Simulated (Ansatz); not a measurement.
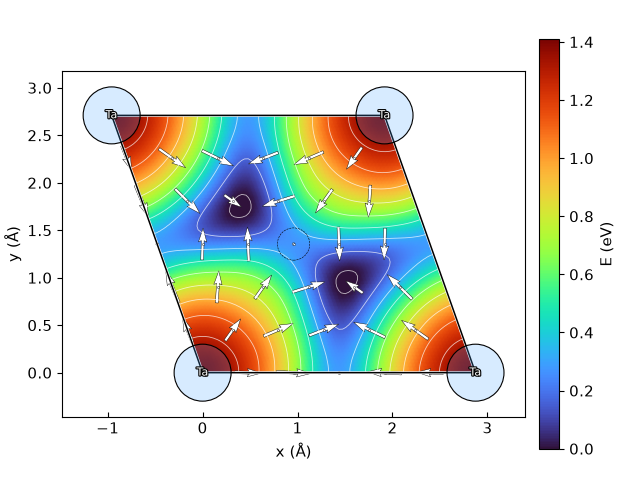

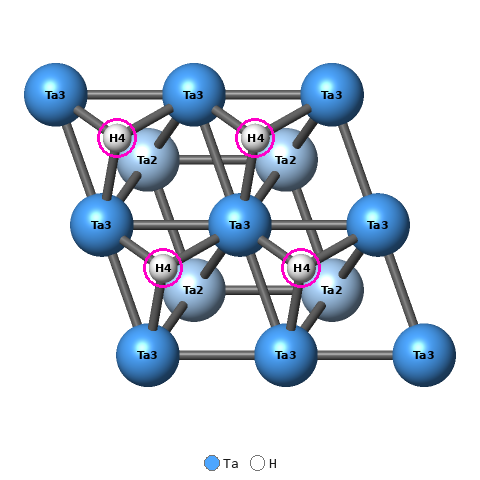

Energy landscape of H on a Ta(110) slab cut from the Im-3m phase, its upper half relaxed before the scan (3 atoms of substrate and one adsorbate in a 1 × 1 cell). H is moved over the surface cell; relaxed at each place: the height of the adsorbate's atoms; substrate rigid; the origin of the map has the adsorbate above Ta3. Places are given modulo a cell vector. The map is drawn in real space over the plane of the surface. The grid has 6 × 6 points; 13 points were computed and 23 follow by symmetry. Energies are in eV, from the lowest grid point. With one adsorbate in each 1 × 1 cell, its nearest image is 2.9 Å away, so neighbouring adsorbates interact. Method: DFT PBE, scalar-relativistic, plane waves, PAW (Ansatz). Settings: cutoff 420 eV, k-mesh 10×10×1, gaussian smearing 0.1 eV, no spin polarisation.

Drawn: a smooth colour map with a few white contour lines, dots at the grid points, arrows along the force (downhill), their lengths compressed, labelled circles for the atoms of the top layer and small ones for the second layer, the outline of one cell of the plane. Between grid points the surface is interpolated. The second picture is the structure at the lowest point; rings mark the moved atoms.

**Where are the wells?**

The lowest grid point is at (2/6, 4/6) of the cell vectors [nearest 1 Ta at 1.91 Å]; the map holds 2 wells of about this depth. The bottom of the well lies between grid points, at about (0.35, 0.65) of the cell vectors, about 0.024 eV lower on the interpolated surface. No other kind of well shows on this grid. The highest grid point, the top site over a surface Ta atom, (0/6, 0/6) of the cell vectors, lies 1.41 eV above the lowest. On the interpolated surface the easiest way out of the lowest well to a well of about the same depth near (4/6, 2/6) of the cell vectors [nearest 1 Ta at 1.91 Å] passes a barrier of about 0.29 eV, counted from the interpolated bottom of the well. At the lowest point the adsorbate has 1 Ta at 1.91 Å as nearest neighbours, at the highest 1 Ta at 1.81 Å. Its relaxed height above the top atom is 1.09 Å at the lowest and 1.81 Å at the highest point.

Grid values (eV):

```
second ↓, first →   0/6   1/6   2/6   3/6   4/6   5/6
              5/6  1.21  0.91  0.38  0.25  0.82  1.16
              4/6  0.74  0.38  0.00  0.26  0.69  0.82
              3/6  0.28  0.25  0.26  0.27  0.26  0.25
              2/6  0.74  0.82  0.69  0.26  0.00  0.38
              1/6  1.21  1.16  0.82  0.25  0.38  0.91
              0/6  1.41  1.21  0.74  0.28  0.74  1.21
```

Each point was launched as `ansatz run input.yaml --threads 1 --pin off --max-ram 3072MiB --backend cpu --events-out ev --progress --plain --runs-dir out`. Time for the 13 points that were run: 13 min on 1 thread of Arm Neoverse V2, on a shared host.

PAW datasets: the set soft_1.
